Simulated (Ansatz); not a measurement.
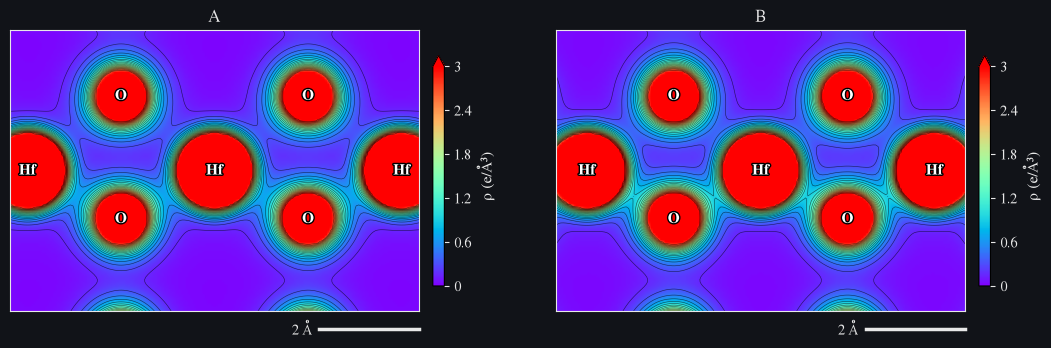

HfO2. The valence charge density (pseudo) of two cells that differ in size and shape, on the (100) plane of each (indices in the axes of the calculation cell), at one length scale and on one colour scale: A has 11.6 Å³ an atom and B 10.0.

Space group P4₂/nmc; a structure from a database of computed crystals, not necessarily the ambient phase.

Computed with DFT r2SCAN, scalar-relativistic, plane waves, PAW (Ansatz).

The larger cell:

```xyz
6
Lattice="3.7557 0.0000 0.0000 0.0000 3.7557 0.0000 0.0000 0.0000 4.9425" Properties=species:S:1:pos:R:3 pbc="T T T"
Hf    1.8778    1.8778    2.4713
Hf    0.0000    0.0000    0.0000
O     0.0000    1.8778    3.4408
O     1.8778    0.0000    3.9730
O     1.8778    0.0000    1.5017
O     0.0000    1.8778    0.9695
```

The smaller cell: a = 3.487 Å, b = 3.487 Å, c = 4.943 Å, α = 90.00°, β = 90.00°, γ = 90.00°.

**What does the compression do to the bonding and the properties?**

From the larger cell to the smaller, Hf–O goes from 2.11 to 2.00 Å, and the density at its midpoint from 0.71 to 0.97 e/Å³; the pressure goes from −13 to 32 GPa; the Kohn–Sham gap goes from 3.8 eV to 5.3 eV.
